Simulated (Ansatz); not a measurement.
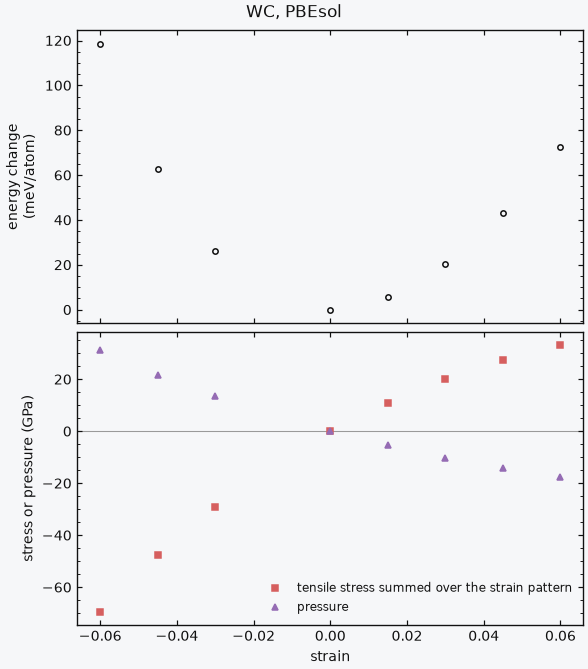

Plotted: energy change, tensile stress summed over the strain pattern and pressure against strain for WC, space group Fm-3m (No. 225).

Starting cell:
```xyz
2
Lattice="0.0000 2.1727 2.1727 2.1727 0.0000 2.1727 2.1727 2.1727 0.0000" Properties=species:S:1:pos:R:3 pbc="T T T"
W     0.0000    0.0000    0.0000
C     2.1727    2.1727    2.1727
```

How it was computed, with Ansatz 0.2.0: homogeneous strain of a crystal along one Voigt pattern with engineering shear, fractional coordinates fixed, by plane-wave density functional theory with PAW datasets, free energies less that of the undisturbed cell, pressure positive in compression; scalar-relativistic. Level: PBEsol, no spin polarisation.

wave cutoff 420 eV; k mesh 24×24×24; occupations Gaussian; smearing width 0.15 eV; k shift (0, 0, 0) (mesh steps); start relaxed; strain pattern (0, 1, 0, 0, 0, 0) (xx yy zz yz xz xy with engineering shear).

Does the undistorted structure sit at the bottom of the curve?

Answer. Yes: the energy rises on both sides of the starting structure, which is therefore a minimum along this path.

What does the tensile stress summed over the strain pattern do across the range?

Answer. It rises from −69 GPa at strain −0.060 to 33 GPa at 0.060, and changes sign near 0.000.

How does the pressure vary with strain?

Answer. It falls from 31.3 GPa at strain −0.060 to −17.6 GPa at 0.060, and changes sign near 0.000.

Which elastic constant follows from the slope of the stress, and how large is it?

Answer. The slope of stress against strain at the start, which at zero pressure is the clamped-ion constant C22, is 804 GPa.
